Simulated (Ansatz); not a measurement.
Band-structure calculation of ScAl3N4

The run: band-structure calculation of ScAl3N4 (P-43m, 8 atoms in the cell). Method and program: DFT PBE, scalar-relativistic, plane waves, PAW, no spin polarisation (Ansatz 0.2.0).

The structure was made by a generator, so it may or may not be a known phase. Figures and captions count atoms from 1; the log counts them from 0 in places.

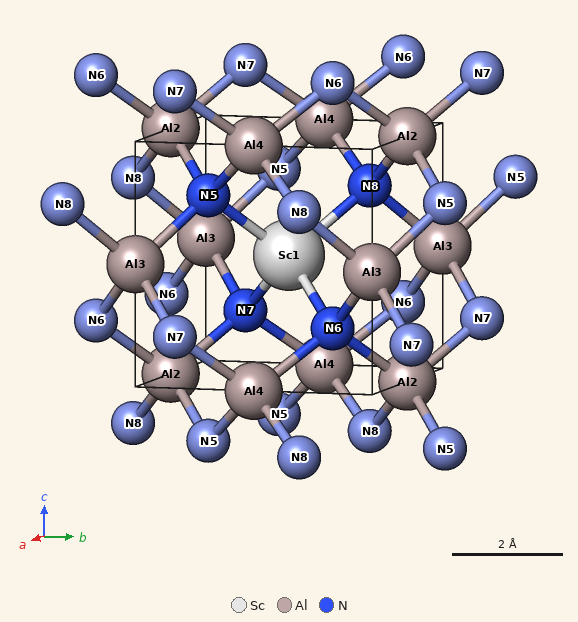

**Figure 1.** The input geometry (ball-and-stick view of the cell of the calculation, seen slightly off an axis; neighbours outside the cell are drawn fainter; atoms are numbered from 1 in the order of the input). Near neighbours in the crystal (not all of them lie inside the picture): Sc has 4 N at 2.06 Å; Al has 4 N at 1.93 Å; N has 3 Al at 1.93 Å and 1 Sc at 2.06 Å.

### Results in brief

- outcome: converged
- space group (tolerance 0.01 Å): P-43m (215)
- electrons treated: 40
- free energy: −5295.0004 eV
- Fermi energy: 8.831 eV
- gap on the k-point mesh: 3.26 eV
- gap on the band path: 3.26 eV
- pressure: −0.02 GPa
- largest force (length of the vector): 0.001 eV/Å
- hardware: 1 thread of Intel Xeon (Granite Rapids), 192 GiB of memory available, shared host
- wall time: 87 s
- peak memory: 0.5 GiB

### Input
```yaml
crystal:
  lattice:
    - [4.5289312456, 0.0, 0.0]
    - [0.0, 4.5289312456, 0.0]
    - [0.0, 0.0, 4.5289312456]
  atoms:
    - { symbol: Sc, position: [0.5, 0.5, 0.5] }
    - { symbol: Al, position: [0.5, 0.0, 0.0] }
    - { symbol: Al, position: [0.0, 0.0, 0.5] }
    - { symbol: Al, position: [0.0, 0.5, 0.0] }
    - { symbol: "N", position: [0.7627215589, 0.2372784411, 0.7627215589] }
    - { symbol: "N", position: [0.7627215589, 0.7627215589, 0.2372784411] }
    - { symbol: "N", position: [0.2372784411, 0.2372784411, 0.2372784411] }
    - { symbol: "N", position: [0.2372784411, 0.7627215589, 0.7627215589] }
basis:
  ecutwfc: 420
kpoints:
  mp_grid: { grid: [6, 6, 6] }
  band_path:
    path:
      - [[0.0, 0.0, 0.0], [0.0, 0.5, 0.0], [0.5, 0.5, 0.0], [0.0, 0.0, 0.0], [0.5, 0.5, 0.5], [0.0, 0.5, 0.0]]
      - [[0.5, 0.5, 0.5], [0.5, 0.5, 0.0]]
    npoints: 14
hamiltonian:
  xc: pbe
scf:
  occupations: { method: gaussian, width: 0.02 }
  n_extra_bands: 20
output:
  forces: true
  stress: true
  eigenvalues: true
  populations: true
  dos: { projected: true, de: 0.02, nscf_kmesh: { grid: [9, 9, 9] } }
  bader: true
  write_density: true
  write_potential: true
  elf: true
  volumetric_format: npy
```

Run as:
```bash
ansatz run input.yaml --threads 1 --pin off --max-ram 2560MiB --backend cpu --events-out ev --progress --plain --runs-dir out
```

### Output
```
scf.n_extra_bands = 20 over 20 filled bands (N_el = 40.0): the run solves 40 bands
Engine: ansatz 0.2.0, x86_64-unknown-linux-gnu
Pseudopotentials: kind: paw
Pseudopotential: Sc, paw, valence charge 11, recommended cutoff 420 eV (normal), Sc.paw.azcp
Pseudopotential: Al, paw, valence charge 3, recommended cutoff 420 eV (normal), Al.paw.azcp
Pseudopotential: N, paw, valence charge 5, recommended cutoff 420 eV (normal), N.paw.azcp
Functional definition: PBE
  parameter kappa = 0.804
  parameter beta = 0.06672455060314922
  exchange = pbe_x(kappa = kappa, mu = beta*pi^2/3)
  correlation = pbe_c(beta = beta)
Crystal: 8 atoms, lattice volume = 92.894 Å³
Basis set: ecut = 420 eV, 1839 PW (Γ), exchange–correlation on 64×64×64 points (8 copies of the dense FFT grid, shifted against one another)
Bands: 40, of which v1, the nominal top of the filled ones, is band 20 counted from 1 (19 counted from 0)
Symmetry: 24 space group operations
Space group: P-43m (ITA 215), of the structure as read, at distance tolerance 4.5e-5 Å
k-points: 20 of 216 (time reversal used)
Non-local potential: Sc, projectors of the file, l = 0: 3, l = 1: 2, l = 2: 3, l = 3: 1
Non-local potential: Al, projectors of the file, l = 0: 2, l = 1: 2, l = 2: 1
Non-local potential: N, projectors of the file, l = 0: 2, l = 1: 2, l = 2: 1
PAW form: soft (Blöchl's): semilocal exchange-correlation on the pseudo side does not see the compensation charge
PAW one-centre angular grid: Sc, 590 points (default); XC on 64 Gauss nodes
PAW one-centre angular grid: Al, 110 points (default); XC on 64 Gauss nodes
PAW one-centre angular grid: N, 110 points (default); XC on 64 Gauss nodes
Initial density: superposition of atomic densities (neutral atoms: chi_scale 0, normalization atom), corrected by the library's trained network
Initial wavefunctions: pseudopotential atomic-orbital guess
Functional: x = pbe(κ = 0.804, μ = 0.2195149727645171), c = pbe(β = 0.06672455060314922)
SCF iter   1: F=—  HF=-5295.001339 eV  |F-HF|=—  |Δ(HF+E_count)|=         —  Δρ=1.85e-3  dr2=6.10e-3  ethr=1.77e-3  ⟨swp⟩=5.8  Hψ=3904  notcnv=0  defer=24
preconditioner: auto → Resta (q_TF=auto, 2.371 Å⁻¹)  ε∞=3.4  [insulator: Δε(μ)=3.270 eV  Ē_g=13.986 eV  σ=0.020 eV  W_gap=1.00  n_scr=18 (ndim 8)  ℏωp=21.8 eV  f_vac=0.000  D(μ)=0.00/eV (n_scr^D=0)  ε∞_Penn≈3.4]
SCF iter   2: F=—  HF=-5295.000616 eV  |F-HF|=—  |Δ(HF+E_count)|=   7.23e-4  Δρ=1.07e-3  dr2=2.10e-3  ethr=1.53e-5  ⟨swp⟩=1.6  Hψ=985  notcnv=0  defer=166
SCF iter   3: F=—  HF=-5295.000460 eV  |F-HF|=—  |Δ(HF+E_count)|=   1.56e-4  Δρ=1.50e-4  dr2=1.86e-5  ethr=5.25e-6  ⟨swp⟩=2.0  Hψ=871  notcnv=0  defer=166
SCF iter   4: F=—  HF=-5295.000443 eV  |F-HF|=—  |Δ(HF+E_count)|=   1.69e-5  Δρ=5.01e-5  dr2=2.60e-6  ethr=4.64e-8  ⟨swp⟩=2.0  Hψ=808  notcnv=0  defer=166
SCF iter   5: F=—  HF=-5295.000444 eV  |F-HF|=—  |Δ(HF+E_count)|=   6.06e-7  Δρ=1.18e-5  dr2=1.61e-7  ethr=6.50e-9  ⟨swp⟩=2.3  Hψ=817  notcnv=0  defer=166
SCF iter   6: F=-5295.000444 eV  HF=-5295.000444 eV  |F-HF|=7.13e-10  |Δ(HF+E_count)|=   6.94e-8  Δρ=1.81e-6  dr2=2.80e-9  ethr=2.50e-10  ⟨swp⟩=12.1  Hψ=4985  notcnv=0
SCF 1 converged in 6 iterations: F = -5295.000444 eV  dr2 = 2.80e-9
  greatest PAW one-centre occupation: 0.998 electrons in one spin orbital (limit 2), on the Sc atom at site 0 (counted from 0), in its partial waves of l = 0
NSCF: frozen V_eff on 86 k-points
NSCF: frozen V_eff on 35 k-points
SCF converged after 6 iterations
Free energy (F): -5295.000444 eV
Harris-Foulkes:  -5295.000444 eV  (|F-HF|=7.13e-10)
Internal energy: -5295.000444 eV  (E = F + TS)
E sigma→0 (E₀):  -5295.000444 eV
Fermi energy:    8.830799 eV
--- Per-component energies (eV) ---
  E_band       = -106.526242
  E_kinetic    = 868.844891
  E_local      = -1854.597509  (includes V_loc(G=0)·N_el)
  E_nonlocal   = 291.966903
  E_hartree    = 660.295191
  E_xc         = -470.371196
  E_vxc        = -530.079733  (∫ρ·V_xc dr)
  E_paw        = -2866.854600  (= ΣΔE_a)
  E_vpaw       = -203.251464  (= ΣTr[D̂ρ^β])
  E_aug_tail   = 0.000399  (compensation charges beyond the density's cutoff)
  E_ewald      = -1924.284523
  E_smearing   = -0.000000  (= −TS)
  E_closure    = -0.000000  (closes the sum)
  Σ components = -5295.000444   (vs F -5295.000444, Δ=0.00e0)
--- Forces (eV/Å), atoms counted from 1 ---
  atom   1  Sc     0.00000000    -0.00000000     0.00000000
  atom   2  Al     0.00000000    -0.00000000    -0.00000000
  atom   3  Al     0.00000000     0.00000000     0.00000000
  atom   4  Al     0.00000000    -0.00000000     0.00000000
  atom   5  N     -0.00030071     0.00030071    -0.00030071
  atom   6  N     -0.00030071    -0.00030071     0.00030071
  atom   7  N      0.00030071     0.00030071     0.00030071
  atom   8  N      0.00030071    -0.00030071    -0.00030071
  max |Σ_I F_I| component: 2.02e-16 eV/Å
--- Stress (GPa, compression-positive) ---
       -0.017351       0.000000      -0.000000
        0.000000      -0.017351      -0.000000
       -0.000000      -0.000000      -0.017351
  P = ⅓ Tr σ = -0.0174 GPa (-0.174 kbar)
--- Band table (eV; the first three rows and the last of 20) ---
  k-point 0: bands = ["-39.4592", "-18.2501", "-18.2501", "-18.2501", "-6.9271", "-4.6658", "-4.6658", "-4.6658", "2.2772", "2.2772", "4.5097", "5.3793", "5.3793", "5.3793", "6.1603", "6.1603", "6.1603", "6.7774", "6.7774", "6.7774", "10.4618", "10.4618", "10.4618", "10.7029", "12.0157", "12.0157", "15.8591", "15.8591", "15.8591", "17.1266", "17.1266", "18.9993", "19.9388", "19.9388", "20.2386", "20.2386", "20.2386", "21.3650", "21.3650", "21.3650"]
  k-point 1: bands = ["-39.4591", "-18.2536", "-18.2497", "-18.2497", "-6.8058", "-4.8491", "-4.6638", "-4.6638", "2.4189", "2.4859", "4.5294", "5.0723", "5.2251", "5.2251", "5.8991", "6.1180", "6.1180", "6.5287", "6.8536", "6.8536", "10.6456", "10.7892", "10.7892", "11.3270", "12.1316", "12.2585", "15.6029", "15.8848", "15.8848", "17.0588", "17.3174", "19.1445", "19.4433", "19.7750", "19.8888", "20.1822", "20.1822", "20.8354", "20.8354", "21.6049"]
  k-point 2: bands = ["-39.4590", "-18.2605", "-18.2489", "-18.2489", "-6.4683", "-5.3054", "-4.6597", "-4.6597", "2.8211", "3.0611", "4.3751", "4.5770", "5.0074", "5.0074", "5.0295", "5.9122", "5.9122", "6.3350", "7.0837", "7.0837", "11.2662", "11.4186", "11.4186", "12.2434", "12.6122", "12.6959", "15.0028", "16.0798", "16.0798", "16.9049", "17.8608", "18.1829", "18.9625", "19.2868", "19.2868", "19.3346", "19.9386", "20.4832", "20.4832", "21.5971"]
  k-point 19: bands = ["-39.4584", "-18.2588", "-18.2588", "-18.2588", "-5.2547", "-5.2547", "-5.2547", "-5.1590", "2.0174", "2.0174", "2.0174", "3.6303", "6.3130", "6.3130", "6.5659", "6.5659", "6.5659", "6.9198", "6.9198", "6.9198", "12.4049", "12.4049", "13.0879", "13.0879", "13.0879", "14.4697", "14.4697", "14.4697", "16.2268", "17.3947", "17.3947", "17.3947", "17.4774", "17.4774", "17.4774", "18.0951", "20.1815", "20.1815", "20.6269", "20.6269"]
--- Löwdin populations: 8 sites ---
  site symbol       q [e]
     0     Sc      9.9400
     1     Al      2.0085
     2     Al      2.0085
     3     Al      2.0085
     4      N      5.9489
     5      N      5.9489
     6      N      5.9489
     7      N      5.9489
  spilling = 0.005974 (of n_electrons = 40.000000)
--- Bader charges: 8 sites ---
  site symbol  charge [e]  shift [e]
     0     Sc      1.8059     0.0023
     1     Al      2.4053     0.0010
     2     Al      2.4053     0.0010
     3     Al      2.4053     0.0010
     4      N     -2.2555     0.0002
     5      N     -2.2555     0.0002
     6      N     -2.2554     0.0002
     7      N     -2.2554     0.0002
  estimated error of the sums over rays = 6.2e-4 e
```

### File bader_charges.tsv
```
# site	symbol	x_ang	y_ang	z_ang	partial_charge_e	electrons	volume_ang3	relative_density_drop	shared_charge_e	partial_wave_shift_e
# quadrature_error_electrons = 6.2e-4
0	Sc	2.2645	2.2645	2.2645	1.80586	19.19414	9.58	-	1.80586	0.00231
1	Al	2.2645	0.0000	0.0000	2.40531	10.59469	4.32	-	2.40531	0.00104
2	Al	0.0000	0.0000	2.2645	2.40533	10.59467	4.32	-	2.40533	0.00104
3	Al	0.0000	2.2645	0.0000	2.40530	10.59470	4.32	-	2.40530	0.00104
4	N	3.4543	1.0746	3.4543	-2.25549	9.25549	17.59	-	-2.25549	0.00020
5	N	3.4543	3.4543	1.0746	-2.25548	9.25548	17.59	-	-2.25548	0.00020
6	N	1.0746	1.0746	1.0746	-2.25542	9.25542	17.59	-	-2.25542	0.00020
7	N	1.0746	3.4543	3.4543	-2.25542	9.25542	17.59	-	-2.25542	0.00020
```

### File populations.tsv
```
# site	symbol	l	j	q
# orbitals = lowdin
# n_electrons = 40.000000
# spilling = 0.005974
0	Sc	0_3S	-	1.923967
0	Sc	0_4S	-	0.375470
0	Sc	1_3P	-	5.970495
0	Sc	2_3D	-	1.670029
1	Al	0_3S	-	0.597567
1	Al	1_3P	-	1.410957
2	Al	0_3S	-	0.597567
2	Al	1_3P	-	1.410957
3	Al	0_3S	-	0.597567
3	Al	1_3P	-	1.410957
4	N	0_2S	-	1.439788
4	N	1_2P	-	4.509088
5	N	0_2S	-	1.439788
5	N	1_2P	-	4.509088
6	N	0_2S	-	1.439788
6	N	1_2P	-	4.509088
7	N	0_2S	-	1.439788
7	N	1_2P	-	4.509088
```

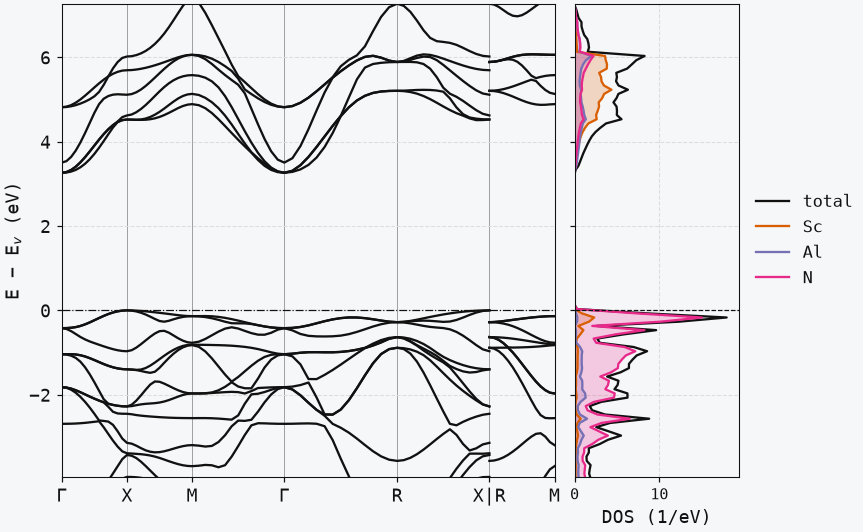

**Figure 2.** Band structure along Γ–X–M–Γ–R–X|R–M and density of states (projected on Löwdin-orthogonalised atomic shells), with energies from the valence-band top. There is a gap of 3.26 eV on this path, indirect, from X to Γ.

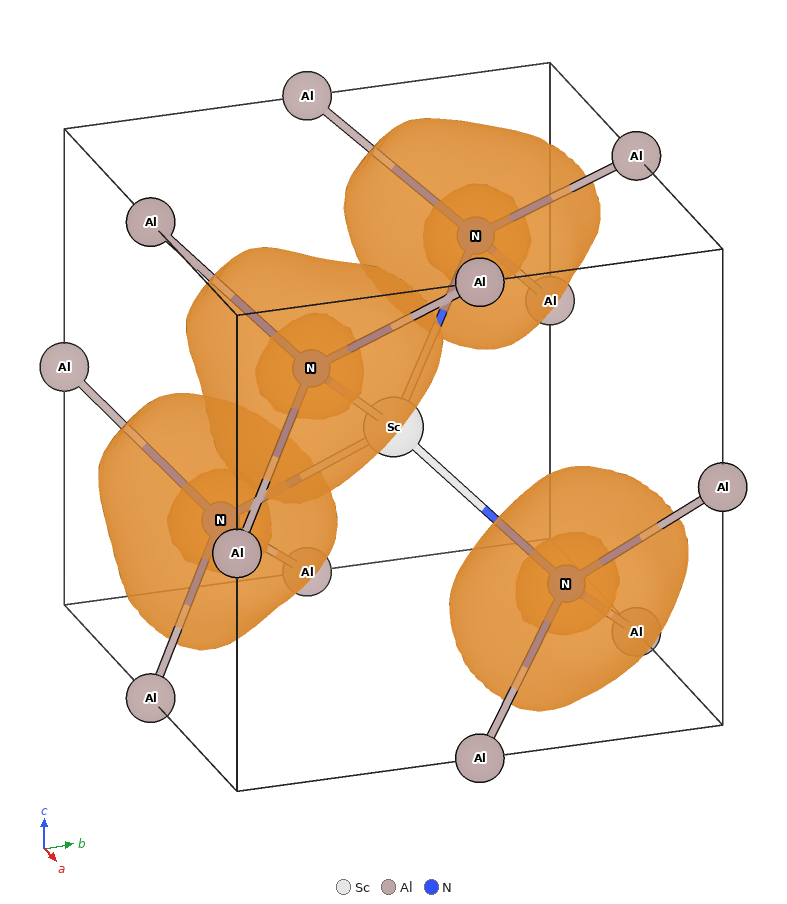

**Figure 3.** Isosurface of the electron localisation function at 0.7 (orange), seen at an oblique angle. Core shells and regions of very low density are left out. Sticks mark near contacts. The outline is the cell set on symmetry axes. Values along the shortest contacts: Al–N (1.93 Å): the ELF is about 0.85 at the midpoint. Sc–N (2.06 Å): the ELF is about 0.25 at the midpoint. Core electrons are frozen (PAW), so the fields are smoothed inside the atomic spheres.

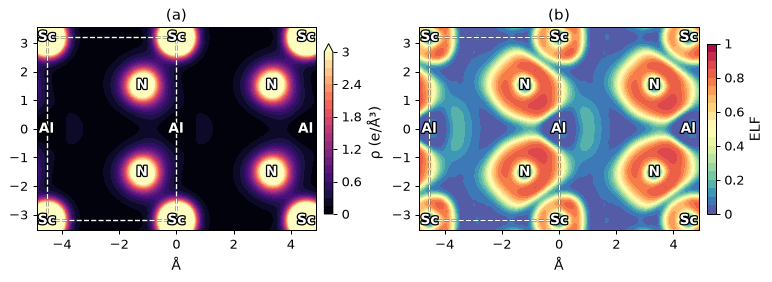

**Figure 4.** (a) valence electron density; (b) ELF on the (101̄) plane of the conventional cell. The section cuts through Sc, Al and N sites. Al–N (1.93 Å): ρ at the midpoint is about 0.63 e/Å³; the ELF is about 0.85 at the midpoint. Sc–N (2.06 Å): the density is about 0.63 e/Å³ at the midpoint; the ELF is about 0.25 at the midpoint. Away from the nuclei the density in this plane falls to 0.04 e/Å³ at its lowest. The strong features right at Sc lie inside the PAW spheres (semicore, d or f shells) and say nothing about bonding.

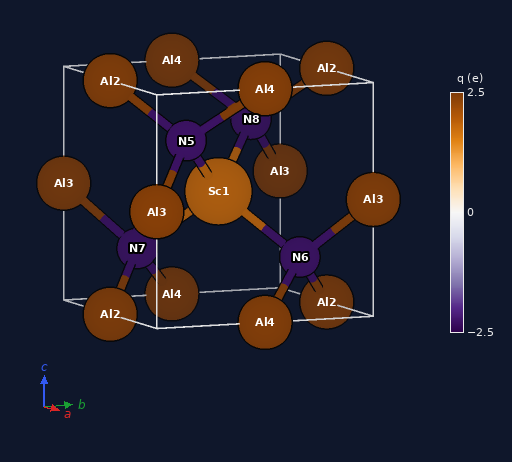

**Figure 5.** Bader charges, as the colour of each atom (ball-and-stick view of the cell of the calculation, seen slightly off an axis; atoms are numbered from 1 in the order of the input). By element: Sc +1.81, Al +2.41 and N −2.26 e.
